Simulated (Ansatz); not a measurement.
## Band-structure calculation of Ni$_{2}$Si

The run: band-structure calculation of Ni$_{2}$Si (P6₃/mmc, 6 atoms in the cell). Method and program: DFT PBE, scalar-relativistic, plane waves, PAW, no spin polarisation (Ansatz 0.2.0).

The structure derives from an entry of the Crystallography Open Database. Figures and captions count atoms from 1; the log counts them from 0 in places.

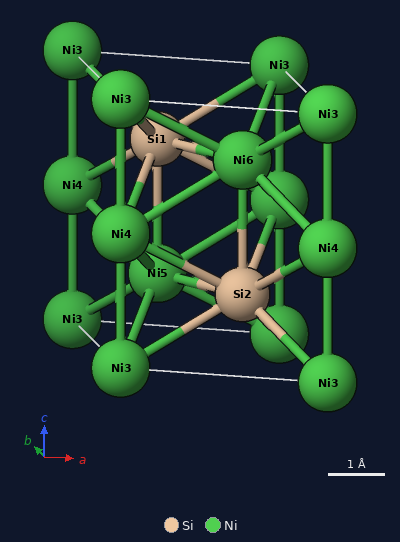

*The structure as given in the input (ball-and-stick view of the cell of the calculation, seen slightly off an axis; atoms are numbered from 1 in the order of the input).*

Key numbers:

```json
{"quantity": "outcome", "value": "converged"}
{"quantity": "space group (tolerance 0.01 Å)", "value": "P6₃/mmc (194)"}
{"quantity": "electrons treated", "value": "80"}
{"quantity": "free energy", "value": "−24633.5004 eV"}
{"quantity": "Fermi energy", "value": "16.995 eV"}
{"quantity": "gap on the k-point mesh", "value": "none (metallic)"}
{"quantity": "pressure", "value": "0.00 GPa"}
{"quantity": "largest force (length of the vector)", "value": "under 0.001 eV/Å"}
{"quantity": "hardware", "value": "2 threads of Arm Neoverse V1, 24 GiB of memory available, shared host"}
{"quantity": "wall time", "value": "68 s (CPU time 2.2 min)"}
{"quantity": "peak memory", "value": "0.75 GiB"}
```

The run has no spin polarisation, so a magnetic state may lie lower.

The input:
```yaml
crystal:
  lattice:
    - [3.9119262937, 0.0, 0.0]
    - [-1.9559631469, 3.3878275481, 0.0]
    - [0.0, 0.0, 4.9914522299]
  atoms:
    - { symbol: Si, position: [0.3333333333, 0.6666666667, 0.75] }
    - { symbol: Si, position: [0.6666666667, 0.3333333333, 0.25] }
    - { symbol: Ni, position: [0.0, 0.0, 0.0] }
    - { symbol: Ni, position: [0.0, 0.0, 0.5] }
    - { symbol: Ni, position: [0.3333333333, 0.6666666667, 0.25] }
    - { symbol: Ni, position: [0.6666666667, 0.3333333333, 0.75] }
basis:
  ecutwfc: 420
kpoints:
  mp_grid: { grid: [12, 12, 8] }
  band_path:
    path:
      - [[0.0, 0.0, 0.0], [0.5, 0.0, 0.0], [0.33333333, 0.33333333, 0.0], [0.0, 0.0, 0.0], [0.0, 0.0, 0.5], [0.5, 0.0, 0.5], [0.33333333, 0.33333333, 0.5], [0.0, 0.0, 0.5]]
      - [[0.5, 0.0, 0.5], [0.5, 0.0, 0.0]]
      - [[0.33333333, 0.33333333, 0.5], [0.33333333, 0.33333333, 0.0]]
    npoints: 14
hamiltonian:
  xc: pbe
scf:
  occupations: { method: gaussian, width: 0.1 }
  n_extra_bands: 15
output:
  forces: true
  stress: true
  eigenvalues: true
  populations: true
  dos: { projected: true, de: 0.02, nscf_kmesh: { grid: [18, 18, 12] } }
  bader: true
  write_density: true
  write_potential: true
  elf: true
  volumetric_format: npy
```

Launched with:
```bash
ansatz run input.yaml --threads 2 --pin off --max-ram 5120MiB --backend cpu --events-out ev --progress --plain --runs-dir out
```

Output:
```
scf.n_extra_bands = 15 over 40 filled bands (N_el = 80.0): the run solves 55 bands
Engine: ansatz 0.2.0, aarch64-unknown-linux-gnu
Pseudopotentials: kind: paw
Pseudopotential: Si, paw, valence charge 4, recommended cutoff 420 eV (normal), Si.paw.azcp
Pseudopotential: Ni, paw, valence charge 18, recommended cutoff 420 eV (normal), Ni.paw.azcp
Functional definition: PBE
  parameter kappa = 0.804
  parameter beta = 0.06672455060314922
  exchange = pbe_x(kappa = kappa, mu = beta*pi^2/3)
  correlation = pbe_c(beta = beta)
Crystal: 6 atoms, lattice volume = 66.151 Å³
Basis set: ecut = 420 eV, 1289 PW (Γ), exchange–correlation on 54×54×72 points (8 copies of the dense FFT grid, shifted against one another)
Bands: 55, of which v1, the nominal top of the filled ones, is band 40 counted from 1 (39 counted from 0)
Symmetry: 24 space group operations
Space group: P63/mmc (ITA 194), of the structure as read, at distance tolerance 4.0e-5 Å
k-points: 95 of 1152
Non-local potential: Si, projectors of the file, l = 0: 2, l = 1: 2, l = 2: 2
Non-local potential: Ni, projectors of the file, l = 0: 3, l = 1: 2, l = 2: 3, l = 3: 1
PAW form: soft (Blöchl's): semilocal exchange-correlation on the pseudo side does not see the compensation charge
PAW one-centre angular grid: Si, 110 points (default); XC on 64 Gauss nodes
PAW one-centre angular grid: Ni, 590 points (default); XC on 64 Gauss nodes
Initial density: superposition of atomic densities (neutral atoms: chi_scale 0, normalization atom), corrected by the library's trained network
Initial wavefunctions: pseudopotential atomic-orbital guess
Functional: x = pbe(κ = 0.804, μ = 0.2195149727645171), c = pbe(β = 0.06672455060314922)
SCF iter   1: F=—  HF=-24633.503159 eV  |F-HF|=—  |Δ(HF+E_count)|=         —  Δρ=1.01e-2  dr2=4.69e-2  ethr=1.77e-3  ⟨swp⟩=5.2  Hψ=19741  notcnv=0  defer=303
preconditioner: auto → Kerker (q_TF=auto, 2.816 Å⁻¹)  [metal: Δε(μ)=0.005 eV  Ē_g=10.265 eV  σ=0.100 eV  W_gap=0.03  n_scr=22 (ndim 8)  ℏωp=31.6 eV  f_vac=0.000  D(μ)=3.62/eV (n_scr^D=34)]
SCF iter   2: F=—  HF=-24633.500613 eV  |F-HF|=—  |Δ(HF+E_count)|=   2.55e-3  Δρ=3.73e-3  dr2=6.77e-3  ethr=5.87e-5  ⟨swp⟩=1.7  Hψ=6253  notcnv=0  defer=383
SCF iter   3: F=—  HF=-24633.500345 eV  |F-HF|=—  |Δ(HF+E_count)|=   2.68e-4  Δρ=8.85e-4  dr2=4.89e-4  ethr=8.47e-6  ⟨swp⟩=1.5  Hψ=4559  notcnv=0  defer=383
SCF iter   4: F=—  HF=-24633.500322 eV  |F-HF|=—  |Δ(HF+E_count)|=   2.31e-5  Δρ=2.57e-4  dr2=4.37e-5  ethr=6.12e-7  ⟨swp⟩=2.5  Hψ=7535  notcnv=0  defer=383
SCF iter   5: F=—  HF=-24633.500359 eV  |F-HF|=—  |Δ(HF+E_count)|=   3.74e-5  Δρ=1.75e-4  dr2=1.72e-5  ethr=5.47e-8  ⟨swp⟩=2.0  Hψ=6831  notcnv=0  defer=383
SCF iter   6: F=—  HF=-24633.500357 eV  |F-HF|=—  |Δ(HF+E_count)|=   2.55e-6  Δρ=4.33e-5  dr2=8.38e-7  ethr=2.16e-8  ⟨swp⟩=2.4  Hψ=6265  notcnv=0  defer=383
SCF iter   7: F=-24633.500357 eV  HF=-24633.500357 eV  |F-HF|=6.18e-9  |Δ(HF+E_count)|=   3.70e-8  Δρ=5.72e-6  dr2=1.29e-8  ethr=1.25e-10  ⟨swp⟩=13.3  Hψ=38317  notcnv=0
SCF 1 converged in 7 iterations: F = -24633.500357 eV  dr2 = 1.29e-8
  greatest PAW one-centre occupation: 1.001 electrons in one spin orbital (limit 2), on the Ni atom at site 3 (counted from 0), in its partial waves of l = 1
NSCF: frozen V_eff on 129 k-points
NSCF: frozen V_eff on 259 k-points
SCF converged after 7 iterations
Free energy (F): -24633.500357 eV
Harris-Foulkes:  -24633.500357 eV  (|F-HF|=6.18e-9)
Internal energy: -24633.482072 eV  (E = F + TS)
E sigma→0 (E₀):  -24633.491214 eV
Entropy (-TS):   -0.018284 eV (-3.047 meV/atom)
Fermi energy:    16.994957 eV
--- Per-component energies (eV) ---
  E_band       = -1155.892751
  E_kinetic    = 1226.929063
  E_local      = -16004.022022  (includes V_loc(G=0)·N_el)
  E_nonlocal   = 2598.721122
  E_hartree    = 6842.085384
  E_xc         = -455.142705
  E_vxc        = -538.602631  (∫ρ·V_xc dr)
  E_paw        = -7553.378124  (= ΣΔE_a)
  E_vpaw       = -2123.092007  (= ΣTr[D̂ρ^β])
  E_aug_tail   = 0.002056  (compensation charges beyond the density's cutoff)
  E_ewald      = -11288.676845
  E_smearing   = -0.018284  (= −TS)
  E_closure    = 0.000000  (closes the sum)
  Σ components = -24633.500357   (vs F -24633.500357, Δ=0.00e0)
--- Forces (eV/Å), atoms counted from 1 ---
  atom   1  Si    -0.00000000     0.00000000    -0.00000000
  atom   2  Si     0.00000000    -0.00000000     0.00000000
  atom   3  Ni    -0.00000000     0.00000000    -0.00000000
  atom   4  Ni     0.00000000     0.00000000     0.00000000
  atom   5  Ni     0.00000000     0.00000000    -0.00000000
  atom   6  Ni    -0.00000000    -0.00000000     0.00000000
  max |Σ_I F_I| component: 1.39e-17 eV/Å
--- Stress (GPa, compression-positive) ---
       -0.000608       0.000000       0.000000
       -0.000000      -0.000608       0.000000
        0.000000       0.000000      -0.008095
  P = ⅓ Tr σ = -0.0031 GPa (-0.031 kbar)
--- Band table (eV; the first three rows and the last of 95) ---
  k-point 0: bands = ["-86.5024", "-86.5017", "-86.2535", "-86.2429", "-46.9700", "-46.9700", "-46.9670", "-46.9670", "-46.8263", "-46.8234", "-46.7427", "-46.6456", "-46.6456", "-46.6394", "-46.6394", "-46.6267", "4.4613", "8.7977", "10.5937", "11.9960", "11.9960", "13.1204", "13.1204", "13.2263", "13.3444", "13.3444", "13.8519", "13.8519", "15.0384", "15.0384", "15.1809", "15.6589", "15.6589", "15.6681", "15.6681", "15.7606", "16.3904", "16.3904", "17.1115", "19.5785", "19.7056", "19.7056", "19.7772", "19.7772", "20.1704", "21.1632", "21.1632", "22.3535", "25.2338", "25.2338", "26.0992", "26.0992", "26.5679", "26.5679", "26.7989"]
  k-point 1: bands = ["-86.5024", "-86.5017", "-86.2531", "-86.2434", "-46.9699", "-46.9699", "-46.9671", "-46.9671", "-46.8263", "-46.8235", "-46.7383", "-46.6454", "-46.6454", "-46.6396", "-46.6396", "-46.6311", "4.5540", "8.3388", "10.9951", "12.0156", "12.0156", "12.9589", "12.9589", "13.2429", "13.4831", "13.4831", "13.8495", "13.8495", "15.0958", "15.0958", "15.1489", "15.6593", "15.6593", "15.6631", "15.6631", "15.8024", "16.3440", "16.3440", "17.2468", "19.5851", "19.8017", "19.8017", "19.8066", "19.8066", "19.9799", "21.0512", "21.0512", "22.5548", "24.2941", "24.2941", "26.3782", "26.8459", "26.8459", "27.1448", "27.1448"]
  k-point 2: bands = ["-86.5023", "-86.5018", "-86.2520", "-86.2445", "-46.9696", "-46.9696", "-46.9674", "-46.9674", "-46.8262", "-46.8240", "-46.7256", "-46.6447", "-46.6447", "-46.6437", "-46.6403", "-46.6403", "4.8298", "7.4982", "11.6765", "12.0752", "12.0752", "12.7247", "12.7247", "13.2496", "13.6495", "13.6495", "13.8452", "13.8452", "15.0919", "15.2528", "15.2528", "15.6517", "15.6517", "15.6613", "15.6613", "15.7692", "16.2108", "16.2108", "17.7708", "19.6168", "19.6509", "19.8782", "19.8782", "20.1081", "20.1081", "20.7841", "20.7841", "22.8727", "23.1545", "23.1545", "25.5856", "25.6653", "27.5998", "27.5998", "28.5681"]
  k-point 94: bands = ["-86.5018", "-86.5018", "-86.2484", "-86.2484", "-46.9706", "-46.9706", "-46.9691", "-46.9691", "-46.8278", "-46.8278", "-46.6831", "-46.6831", "-46.6452", "-46.6452", "-46.6372", "-46.6372", "8.2339", "8.2339", "10.3971", "10.3971", "11.1903", "11.1903", "13.1987", "13.1987", "13.9318", "13.9318", "14.2197", "14.2197", "14.5518", "14.5518", "14.7792", "14.7792", "15.3777", "15.3777", "15.6782", "15.6782", "15.7442", "15.7442", "15.8781", "15.8781", "16.7848", "16.7848", "22.2768", "22.2768", "23.0254", "23.0254", "24.6909", "24.6909", "25.5145", "25.5145", "25.7467", "25.7467", "25.9498", "25.9498", "33.4209"]
--- Löwdin populations: 6 sites ---
  site symbol       q [e]
     0     Si      4.4431
     1     Si      4.4431
     2     Ni     17.5448
     3     Ni     17.5448
     4     Ni     17.5791
     5     Ni     17.5791
  spilling = 0.010828 (of n_electrons = 80.000000)
--- Bader charges: 6 sites ---
  site symbol  charge [e]  shift [e]
     0     Si      0.5035     0.0049
     1     Si      0.5035     0.0049
     2     Ni     -0.0234     0.0016
     3     Ni     -0.0234     0.0016
     4     Ni     -0.4800     0.0034
     5     Ni     -0.4801     0.0034
  estimated error of the sums over rays = 9.3e-4 e
```

File bader_charges.tsv:
```
# site	symbol	x_ang	y_ang	z_ang	partial_charge_e	electrons	volume_ang3	relative_density_drop	shared_charge_e	partial_wave_shift_e
# quadrature_error_electrons = 9.3e-4
0	Si	0.0000	2.2586	3.7436	0.50349	13.49651	10.96	-	0.50349	0.00491
1	Si	1.9560	1.1293	1.2479	0.50350	13.49650	10.96	-	0.50350	0.00491
2	Ni	0.0000	0.0000	0.0000	-0.02342	28.02342	10.63	-	-0.02342	0.00156
3	Ni	0.0000	0.0000	2.4957	-0.02344	28.02344	10.63	-	-0.02344	0.00156
4	Ni	0.0000	2.2586	1.2479	-0.48005	28.48005	11.48	-	-0.48005	0.00335
5	Ni	1.9560	1.1293	3.7436	-0.48007	28.48007	11.48	-	-0.48007	0.00335
```

File populations.tsv:
```
# site	symbol	l	j	q
# orbitals = lowdin
# n_electrons = 80.000000
# spilling = 0.010828
0	Si	0_3S	-	1.372331
0	Si	1_3P	-	3.070737
1	Si	0_3S	-	1.372331
1	Si	1_3P	-	3.070737
2	Ni	0_3S	-	1.992976
2	Ni	0_4S	-	0.618467
2	Ni	1_3P	-	5.997357
2	Ni	2_3D	-	8.935956
3	Ni	0_3S	-	1.992976
3	Ni	0_4S	-	0.618467
3	Ni	1_3P	-	5.997357
3	Ni	2_3D	-	8.935956
4	Ni	0_3S	-	1.988085
4	Ni	0_4S	-	0.622754
4	Ni	1_3P	-	5.993716
4	Ni	2_3D	-	8.974510
5	Ni	0_3S	-	1.988085
5	Ni	0_4S	-	0.622754
5	Ni	1_3P	-	5.993716
5	Ni	2_3D	-	8.974510
```

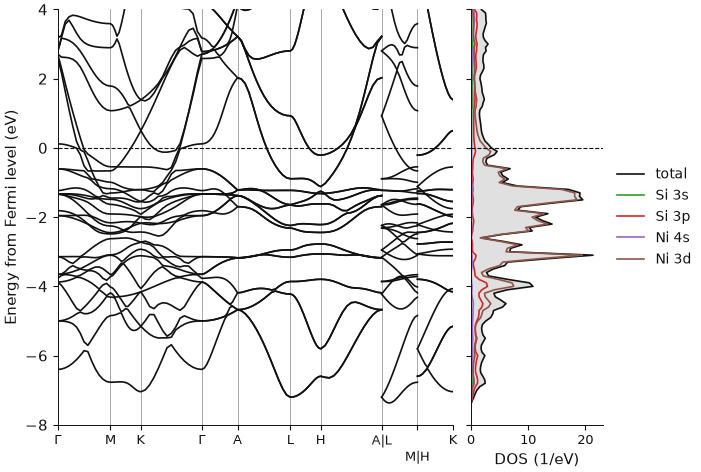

*Band structure along Γ–M–K–Γ–A–L–H–A|L–M|H–K and density of states (projected on Löwdin-orthogonalised atomic shells), with energies from the Fermi level.*

Bands cross the Fermi level: a metal at this level of theory.

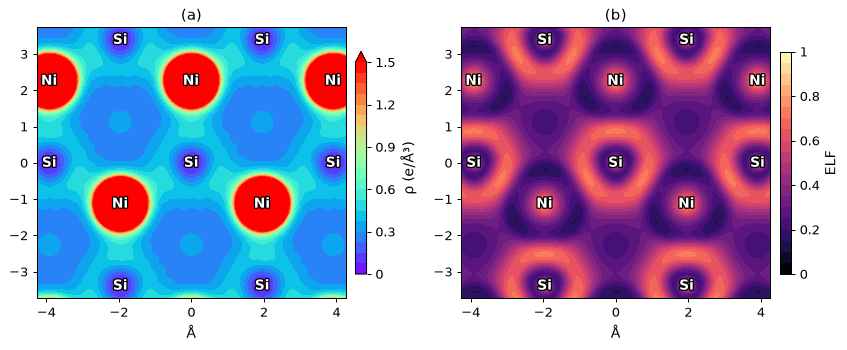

*(a) valence electron density; (b) ELF on the (001) plane of the conventional cell.*

The section cuts through Si and Ni sites. Si–Ni (2.26 Å): ρ is about 0.52 e/Å³ halfway; the ELF peaks at about 0.70 between the atoms. Away from the nuclei the density in this plane falls to 0.26 e/Å³ at its lowest. The strong features right at Ni lie inside the PAW spheres (semicore, d or f shells) and say nothing about bonding. In a PAW calculation such maps are meaningful between the atoms, not at the nuclei.

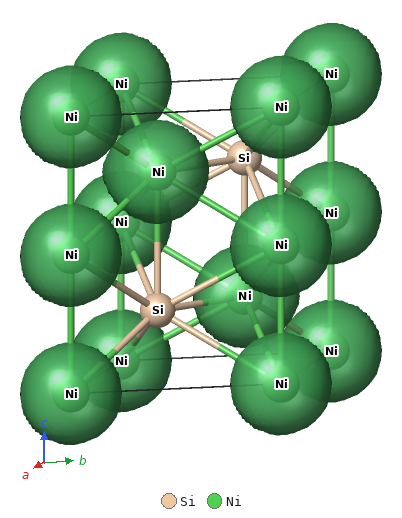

*Isosurface of the valence pseudo-density at 0.6 e/Å³ (green), seen slightly off an axis. Sticks mark near contacts. The outline is the cell set on symmetry axes.*

At this value the density breaks into separate islands; it holds about 80 % of the electrons treated as valence (semicore included). It is pinched off along the Si–Ni (2.26 Å), Ni–Ni (2.50 Å), Si–Ni (2.50 Å) and Si–Ni (2.58 Å) contacts. On the grid the lowest density along these lines, outside the cores, is 0.47 e/Å³ (Si–Ni, 2.26 Å), 0.32 e/Å³ (Ni–Ni, 2.50 Å), 0.33 e/Å³ (Si–Ni, 2.50 Å) and 0.31 e/Å³ (Si–Ni, 2.58 Å).
